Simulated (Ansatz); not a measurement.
Read the following structure.

```
CELL_PARAMETERS angstrom
6.45136 0.00000 0.00000
0.00000 6.45136 0.00000
0.00000 0.00000 3.72943
ATOMIC_POSITIONS crystal
Si 0.67880 0.67880 0.50000
Si 0.82120 0.82120 0.00000
Si 0.32120 0.67880 0.50000
Si 0.17880 0.82120 0.00000
Si 0.17880 0.17880 0.00000
Si 0.32120 0.32120 0.50000
Si 0.82120 0.17880 0.00000
Si 0.67880 0.32120 0.50000
```

Question: What crystal do these data define?

Answer: The element is silicon. It is body-centred tetragonal, space group I4/mmm (No. 139). The cell holds eight atoms. Si is coordinated by four Si in a distorted tetrahedral arrangement at 2.27 to 2.31 Å. The bonds build a three-dimensional framework.

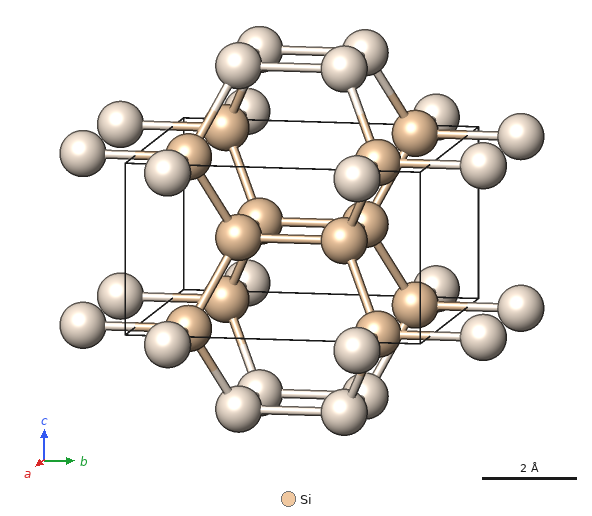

The figure gives a ball-and-stick picture of the atoms, viewed slightly off an axis. One conventional unit cell is framed, with atoms on its boundary repeated. The first bonded neighbours in the surrounding cells are also shown, in fainter colours.

It derives from a structure listed in the Materials Project. The cell was then strained or its atoms displaced on purpose. It was the input of a calculation with Ansatz.

At this level of theory the cell isn't at rest (compressed, at 7 GPa), so its distances can differ from those at equilibrium, the more so the softer the solid.
